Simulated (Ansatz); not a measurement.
# Run report: NbN, geometry relaxation (part 3 of 3)

NbN (slab, 24 atoms in the cell); DFT PBE+D3(BJ), scalar-relativistic, plane waves, PAW, no spin polarisation (Ansatz 0.2.0); cutoff 420 eV, 4×4×1 k-mesh, Gaussian smearing of 0.1 eV. The structure derives from an entry of the Crystallography Open Database. The input holds or restrains some coordinates. Forces given for the steps count only the free coordinates. It belongs to a series of runs on one base structure; here: clean slab, lower planes held.

Geometry of the input (Å; fractional positions):
```
6.2012  0.0000  0.0000
-3.1006  5.3704  0.0000
0.0000  0.0000  22.3290
Nb 0.1667  0.3333  0.3583
Nb 0.1667  0.8333  0.3583
Nb 0.6667  0.3333  0.3583
Nb 0.6667  0.8333  0.3583
N  0.3333  0.1667  0.4150
N  0.3333  0.6667  0.4150
N  0.8333  0.1667  0.4150
N  0.8333  0.6667  0.4150
Nb 0.5000  0.5000  0.4717
Nb 0.5000  0.0000  0.4717
Nb -0.0000  0.5000  0.4717
Nb 0.0000  0.0000  0.4717
N  0.6667  0.3333  0.5283
N  0.6667  0.8333  0.5283
N  0.1667  0.3333  0.5283
N  0.1667  0.8333  0.5283
Nb 0.8333  0.6667  0.5850
Nb 0.8333  0.1667  0.5850
Nb 0.3333  0.6667  0.5850
Nb 0.3333  0.1667  0.5850
N  -0.0000  0.5000  0.6417
N  0.0000  0.0000  0.6417
N  0.5000  0.5000  0.6417
N  0.5000  0.0000  0.6417
```

## Output, continued
```
  k-point 2: bands = ["-52.7908", "-52.7908", "-52.7407", "-52.7407", "-52.6961", "-52.6961", "-52.6500", "-52.6500", "-51.9894", "-51.9894", "-51.9477", "-51.9477", "-29.3184", "-29.3184", "-29.2396", "-29.2396", "-29.1336", "-29.1336", "-29.0850", "-29.0850", "-28.9925", "-28.9925", "-28.9452", "-28.9452", "-28.9171", "-28.9171", "-28.8519", "-28.8519", "-28.7361", "-28.7361", "-28.7277", "-28.7277", "-28.7144", "-28.7144", "-28.5975", "-28.5975", "-28.2435", "-28.2435", "-28.1757", "-28.1757", "-28.1441", "-28.1441", "-28.0415", "-28.0415", "-27.9848", "-27.9848", "-27.7765", "-27.7765", "-12.8405", "-12.8405", "-12.5528", "-12.5528", "-12.3539", "-12.3539", "-12.2157", "-12.2157", "-10.7696", "-10.7696", "-10.5308", "-10.5308", "-3.9849", "-3.9849", "-3.9110", "-3.9110", "-3.3176", "-3.3176", "-3.2963", "-3.2963", "-2.8926", "-2.8926", "-2.8157", "-2.8157", "-2.7310", "-2.7310", "-2.6452", "-2.6452", "-2.4819", "-2.4819", "-2.1951", "-2.1951", "-2.1616", "-2.1616", "-1.6531", "-1.6531", "-1.6185", "-1.6185", "-1.1772", "-1.1772", "-0.2160", "-0.2160", "0.1068", "0.1068", "0.4036", "0.4036", "0.5426", "0.5426", "1.3057", "1.3057", "1.8750", "1.8750", "2.3772", "2.3772", "2.4062", "2.4062", "3.2282", "3.2282", "3.4638", "3.4638", "3.6757", "3.6757", "3.9827", "3.9827", "4.1684", "4.1684", "4.3920", "4.3920", "4.4215", "4.4215", "4.4250", "4.4250", "5.1161", "5.1161", "5.1223", "5.1223", "5.2362", "5.2362", "5.3541", "5.3541", "5.6952", "5.6952", "5.8955", "5.8955"]
  k-point 3: bands = ["-52.8011", "-52.7658", "-52.7658", "-52.7303", "-52.7055", "-52.6731", "-52.6731", "-52.6404", "-51.9980", "-51.9686", "-51.9686", "-51.9390", "-29.3297", "-29.2423", "-29.2423", "-29.2351", "-29.1551", "-29.1551", "-29.1523", "-29.1009", "-28.9978", "-28.9978", "-28.9924", "-28.9548", "-28.8696", "-28.8552", "-28.8228", "-28.8228", "-28.7317", "-28.7279", "-28.7279", "-28.7233", "-28.7150", "-28.6847", "-28.6847", "-28.5970", "-28.2544", "-28.1809", "-28.1802", "-28.1802", "-28.1494", "-28.1494", "-28.1376", "-28.0608", "-27.9616", "-27.8526", "-27.8526", "-27.7726", "-12.9386", "-12.6484", "-12.6484", "-12.5418", "-12.3555", "-12.3177", "-12.3177", "-12.1544", "-10.8037", "-10.6665", "-10.6665", "-10.4681", "-4.0271", "-3.9169", "-3.8680", "-3.8680", "-3.4184", "-3.4184", "-3.3481", "-3.3187", "-2.9859", "-2.9535", "-2.9535", "-2.7366", "-2.6960", "-2.6101", "-2.6101", "-2.5458", "-2.2859", "-2.2483", "-2.2019", "-2.1759", "-2.1759", "-1.9399", "-1.9399", "-1.7794", "-1.5347", "-1.5347", "-1.5031", "-1.4398", "-0.1963", "0.1358", "0.1358", "0.1958", "0.1958", "0.2664", "0.5713", "0.6140", "1.4092", "1.4092", "1.6115", "1.9543", "2.1398", "2.4123", "2.4123", "2.9240", "3.0403", "3.3586", "3.3586", "3.4110", "3.5558", "3.6498", "3.6498", "3.9024", "4.2335", "4.2934", "4.3942", "4.5898", "4.5898", "4.7175", "4.7175", "4.7775", "4.8693", "4.9345", "5.0316", "5.0571", "5.1899", "5.1899", "5.4030", "5.4541", "5.4541", "5.5774", "5.6831", "5.6831"]
--- Relaxed structure (5 steps of the walk, 5 accepted, 0 SCFs on fresh bases) ---
  F+E_penalty+E_count = -59257.24169292 eV   max|allowed force component| = 3.759e-3 eV/Å
  atoms:
    - { symbol: Nb, position: [0.16666666666666666, 0.33333333333333337, 0.3582779543] }
    - { symbol: Nb, position: [0.16666666666666674, 0.8333333333333334, 0.3582779543] }
    - { symbol: Nb, position: [0.6666666666666665, 0.33333333333333337, 0.3582779543] }
    - { symbol: Nb, position: [0.6666666666666667, 0.8333333333333334, 0.3582779543] }
    - { symbol: N, position: [0.33333333333333337, 0.16666666666666663, 0.4149667726] }
    - { symbol: N, position: [0.3333333333333334, 0.6666666666666665, 0.4149667726] }
    - { symbol: N, position: [0.8333333333333334, 0.16666666666666666, 0.4149667726] }
    - { symbol: N, position: [0.8333333333333333, 0.6666666666666666, 0.4149667726] }
    - { symbol: Nb, position: [0.5, 0.5, 0.4716555909] }
    - { symbol: Nb, position: [0.49999999999999994, -4.0389678347315804e-28, 0.4716555909] }
    - { symbol: Nb, position: [5.551115123125783e-17, 0.49999999999999994, 0.4716555909] }
    - { symbol: Nb, position: [0.0, 0.0, 0.4716555909] }
    - { symbol: N, position: [0.6666666666666665, 0.33333333333333337, 0.5278744087152] }
    - { symbol: N, position: [0.6666666666666667, 0.8333333333333334, 0.5278744087152] }
    - { symbol: N, position: [0.16666666666666666, 0.33333333333333337, 0.5278744087152] }
    - { symbol: N, position: [0.16666666666666674, 0.8333333333333334, 0.5278744087152] }
    - { symbol: Nb, position: [0.8333333333333333, 0.6666666666666666, 0.5910507813032098] }
    - { symbol: Nb, position: [0.8333333333333334, 0.16666666666666666, 0.5910507813032098] }
    - { symbol: Nb, position: [0.3333333333333334, 0.6666666666666665, 0.5910507813032098] }
    - { symbol: Nb, position: [0.33333333333333337, 0.16666666666666663, 0.5910507813032098] }
    - { symbol: N, position: [5.551115123125783e-17, 0.49999999999999994, 0.6317146453524853] }
    - { symbol: N, position: [-3.8496088278781396e-18, -7.69921765570667e-19, 0.6317146453524853] }
    - { symbol: N, position: [0.5, 0.5, 0.6317146453524853] }
    - { symbol: N, position: [0.49999999999999994, -7.69921766202991e-19, 0.6317146453524853] }
```

## Trajectory as extended XYZ (Å, eV, eV/Å), 4 of the 5 frames kept, from step=1 to step=5
```
24
Lattice="6.2012 0.0000 0.0000 -3.1006 5.3704 0.0000 0.0000 0.0000 22.3290" Properties=species:S:1:pos:R:3:forces:R:3 step=1 energy=-59253.73286
Nb    0.0000    1.7901    8.0000    0.0000   0.0000   0.5723
Nb   -1.5503    4.4753    8.0000    0.0000   0.0000   0.5723
Nb    3.1006    1.7901    8.0000    0.0000   0.0000   0.5723
Nb    1.5503    4.4753    8.0000    0.0000   0.0000   0.5723
N     1.5503    0.8951    9.2658    0.0000   0.0000  -1.2110
N     0.0000    3.5802    9.2658    0.0000   0.0000  -1.2110
N     4.6509    0.8951    9.2658    0.0000   0.0000  -1.2110
N     3.1006    3.5802    9.2658    0.0000   0.0000  -1.2110
Nb    1.5503    2.6852   10.5316    0.0000   0.0000   0.4490
Nb    3.1006    0.0000   10.5316    0.0000   0.0000   0.4490
Nb   -1.5503    2.6852   10.5316    0.0000   0.0000   0.4490
Nb    0.0000    0.0000   10.5316    0.0000   0.0000   0.4490
N     3.1006    1.7901   11.7974    0.0000   0.0000  -0.6107
N     1.5503    4.4753   11.7974    0.0000   0.0000  -0.6107
N     0.0000    1.7901   11.7974    0.0000   0.0000  -0.6107
N    -1.5503    4.4753   11.7974    0.0000   0.0000  -0.6107
Nb    3.1006    3.5802   13.0632    0.0000   0.0000   5.0482
Nb    4.6509    0.8951   13.0632    0.0000   0.0000   5.0482
Nb    0.0000    3.5802   13.0632    0.0000   0.0000   5.0482
Nb    1.5503    0.8951   13.0632    0.0000   0.0000   5.0482
N    -1.5503    2.6852   14.3290    0.0000   0.0000  -4.2472
N     0.0000    0.0000   14.3290    0.0000   0.0000  -4.2472
N     1.5503    2.6852   14.3290    0.0000   0.0000  -4.2472
N     3.1006    0.0000   14.3290    0.0000   0.0000  -4.2472
24
Lattice="6.2012 0.0000 0.0000 -3.1006 5.3704 0.0000 0.0000 0.0000 22.3290" Properties=species:S:1:pos:R:3:forces:R:3 step=2 energy=-59257.15092
Nb    0.0000    1.7901    8.0000    0.0000   0.0000   0.7524
Nb   -1.5503    4.4753    8.0000    0.0000   0.0000   0.7524
Nb    3.1006    1.7901    8.0000    0.0000   0.0000   0.7524
Nb    1.5503    4.4753    8.0000    0.0000   0.0000   0.7524
N     1.5503    0.8951    9.2658    0.0000   0.0000  -1.1241
N     0.0000    3.5802    9.2658    0.0000   0.0000  -1.1241
N     4.6509    0.8951    9.2658    0.0000   0.0000  -1.1241
N     3.1006    3.5802    9.2658    0.0000   0.0000  -1.1241
Nb    1.5503    2.6852   10.5316    0.0000   0.0000   0.6532
Nb    3.1006    0.0000   10.5316    0.0000   0.0000   0.6532
Nb   -1.5503    2.6852   10.5316    0.0000   0.0000   0.6532
Nb    0.0000    0.0000   10.5316    0.0000   0.0000   0.6532
N     3.1006    1.7901   11.8256    0.0000   0.0000  -0.5140
N     1.5503    4.4753   11.8256    0.0000   0.0000  -0.5140
N     0.0000    1.7901   11.8256    0.0000   0.0000  -0.5140
N    -1.5503    4.4753   11.8256    0.0000   0.0000  -0.5140
Nb    3.1006    3.5802   13.1853    0.0000   0.0000   0.7896
Nb    4.6509    0.8951   13.1853    0.0000   0.0000   0.7896
Nb    0.0000    3.5802   13.1853    0.0000   0.0000   0.7896
Nb    1.5503    0.8951   13.1853    0.0000   0.0000   0.7896
N    -1.5503    2.6852   14.1343    0.0000   0.0000  -0.5558
N     0.0000    0.0000   14.1343    0.0000   0.0000  -0.5558
N     1.5503    2.6852   14.1343    0.0000   0.0000  -0.5558
N     3.1006    0.0000   14.1343    0.0000   0.0000  -0.5558
24
Lattice="6.2012 0.0000 0.0000 -3.1006 5.3704 0.0000 0.0000 0.0000 22.3290" Properties=species:S:1:pos:R:3:forces:R:3 step=4 energy=-59257.24075
Nb    0.0000    1.7901    8.0000    0.0000   0.0000   0.8666
Nb   -1.5503    4.4753    8.0000    0.0000   0.0000   0.8666
Nb    3.1006    1.7901    8.0000    0.0000   0.0000   0.8666
Nb    1.5503    4.4753    8.0000    0.0000   0.0000   0.8666
N     1.5503    0.8951    9.2658    0.0000   0.0000  -1.1507
N     0.0000    3.5802    9.2658    0.0000   0.0000  -1.1507
N     4.6509    0.8951    9.2658    0.0000   0.0000  -1.1507
N     3.1006    3.5802    9.2658    0.0000   0.0000  -1.1507
Nb    1.5503    2.6852   10.5316    0.0000   0.0000   0.3463
Nb    3.1006    0.0000   10.5316    0.0000   0.0000   0.3463
Nb   -1.5503    2.6852   10.5316    0.0000   0.0000   0.3463
Nb    0.0000    0.0000   10.5316    0.0000   0.0000   0.3463
N     3.1006    1.7901   11.7906    0.0000   0.0000  -0.0078
N     1.5503    4.4753   11.7906    0.0000   0.0000  -0.0078
N     0.0000    1.7901   11.7906    0.0000   0.0000  -0.0078
N    -1.5503    4.4753   11.7906    0.0000   0.0000  -0.0078
Nb    3.1006    3.5802   13.2056    0.0000   0.0000  -0.0510
Nb    4.6509    0.8951   13.2056    0.0000   0.0000  -0.0510
Nb    0.0000    3.5802   13.2056    0.0000   0.0000  -0.0510
Nb    1.5503    0.8951   13.2056    0.0000   0.0000  -0.0510
N    -1.5503    2.6852   14.1130    0.0000   0.0000  -0.0038
N     0.0000    0.0000   14.1130    0.0000   0.0000  -0.0038
N     1.5503    2.6852   14.1130    0.0000   0.0000  -0.0038
N     3.1006    0.0000   14.1130    0.0000   0.0000  -0.0038
24
Lattice="6.2012 0.0000 0.0000 -3.1006 5.3704 0.0000 0.0000 0.0000 22.3290" Properties=species:S:1:pos:R:3:forces:R:3 step=5 energy=-59257.24169
Nb    0.0000    1.7901    8.0000    0.0000   0.0000   0.8480
Nb   -1.5503    4.4753    8.0000    0.0000   0.0000   0.8480
Nb    3.1006    1.7901    8.0000    0.0000   0.0000   0.8480
Nb    1.5503    4.4753    8.0000    0.0000   0.0000   0.8480
N     1.5503    0.8951    9.2658    0.0000   0.0000  -1.1549
N     0.0000    3.5802    9.2658    0.0000   0.0000  -1.1549
N     4.6509    0.8951    9.2658    0.0000   0.0000  -1.1549
N     3.1006    3.5802    9.2658    0.0000   0.0000  -1.1549
Nb    1.5503    2.6852   10.5316    0.0000   0.0000   0.3072
Nb    3.1006    0.0000   10.5316    0.0000   0.0000   0.3072
Nb   -1.5503    2.6852   10.5316    0.0000   0.0000   0.3072
Nb    0.0000    0.0000   10.5316    0.0000   0.0000   0.3072
N     3.1006    1.7901   11.7869    0.0000   0.0000   0.0007
N     1.5503    4.4753   11.7869    0.0000   0.0000   0.0007
N     0.0000    1.7901   11.7869    0.0000   0.0000   0.0007
N    -1.5503    4.4753   11.7869    0.0000   0.0000   0.0007
Nb    3.1006    3.5802   13.1976    0.0000   0.0000  -0.0038
Nb    4.6509    0.8951   13.1976    0.0000   0.0000  -0.0038
Nb    0.0000    3.5802   13.1976    0.0000   0.0000  -0.0038
Nb    1.5503    0.8951   13.1976    0.0000   0.0000  -0.0038
N    -1.5503    2.6852   14.1056    0.0000   0.0000   0.0028
N     0.0000    0.0000   14.1056    0.0000   0.0000   0.0028
N     1.5503    2.6852   14.1056    0.0000   0.0000   0.0028
N     3.1006    0.0000   14.1056    0.0000   0.0000   0.0028
```

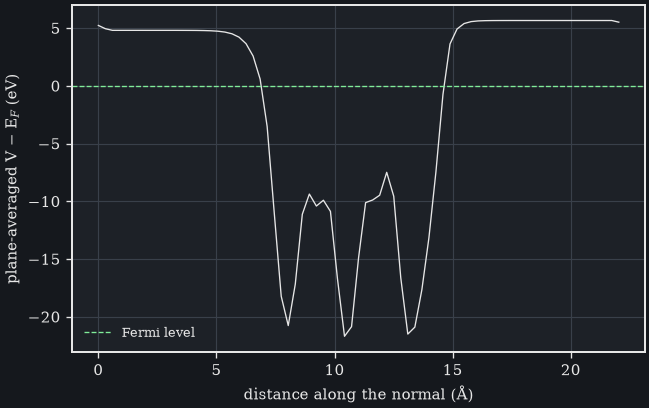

Figure 1. Plane average of the electrostatic potential energy of an electron across the cell, from the Fermi level. The vacuum level lies 5.66 eV above the Fermi level on the upper side and 4.81 eV on the lower.

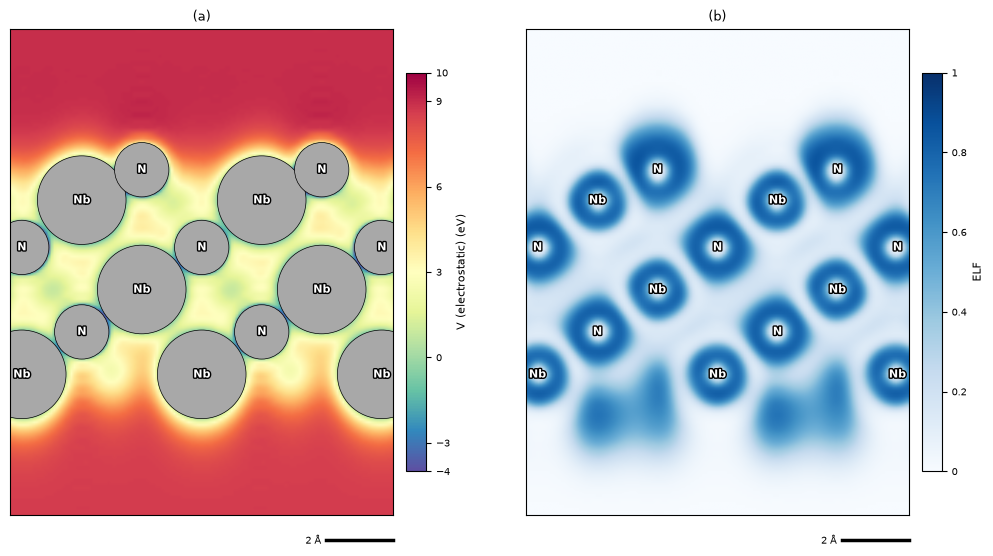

Figure 2. (a) electrostatic potential (local pseudopotential plus Hartree) felt by an electron; (b) ELF on the (110) plane of the calculation cell, a cut from vacuum to vacuum. Grey discs, where drawn, cover atomic cores. The section cuts through Nb and N sites. Nb–N (2.01 Å): the ELF peaks at about 0.80 in the valence shell of N, 0.6 Å from its nucleus, and drops to about 0.30 between the two atoms; a polar contact without a shared pair, in a metal. Nb–N (2.19 Å): the ELF peaks at about 0.80 in the valence shell of N, 0.6 Å from its nucleus, and drops to about 0.20 between the two atoms; no shared pair; the contact is polar. Nb–N (2.28 Å): the ELF peaks at about 0.80 in the valence shell of N, 0.7 Å from its nucleus, and drops to about 0.15 between the two atoms; a polar contact without a shared pair, in a metal. The strong features right at Nb lie inside the PAW spheres (semicore, d or f shells) and say nothing about bonding. The fields are those of the smooth PAW valence density.

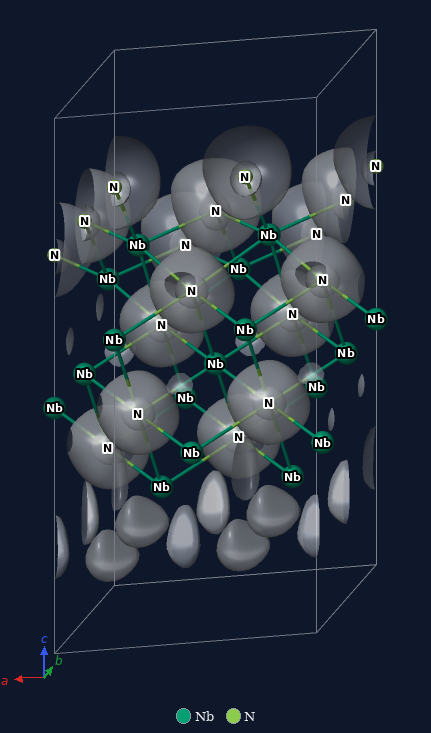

Figure 3. Isosurface of the ELF at 0.6 (grey), seen at an oblique angle. Only the valence region is drawn (cores and ρ < 0.01 e/Å³ removed). Sticks mark near contacts. Values along the shortest contacts: Nb–N (2.01 Å): the ELF peaks at about 0.80 in the valence shell of N, 0.6 Å from its nucleus, and drops to about 0.30 between the two atoms (a polar contact without a shared pair, in a metal). Nb–N (2.19 Å): the ELF is about 0.20 at the midpoint; no shared pair; the contact is polar.

## Results in brief

- outcome: converged under the restraints of the input
- electrons treated: 216
- free energy: −59257.2417 eV
- work function, top face: 5.66 eV
- work function, bottom face: 4.81 eV
- Fermi energy: 3.529 eV
- gap on the k-point mesh: none (metallic)
- final volume: 743.61 Å³
- work function (upper face): 5.66 eV
- largest force (length of the vector) at the end, held atoms and coordinates included: 1.155 eV/Å
- wall time: 18 s (CPU time 57 s)
- peak memory: 1.8 GiB

## Remarks

The program warns: the exchange-correlation potential is rough where the density is thin.
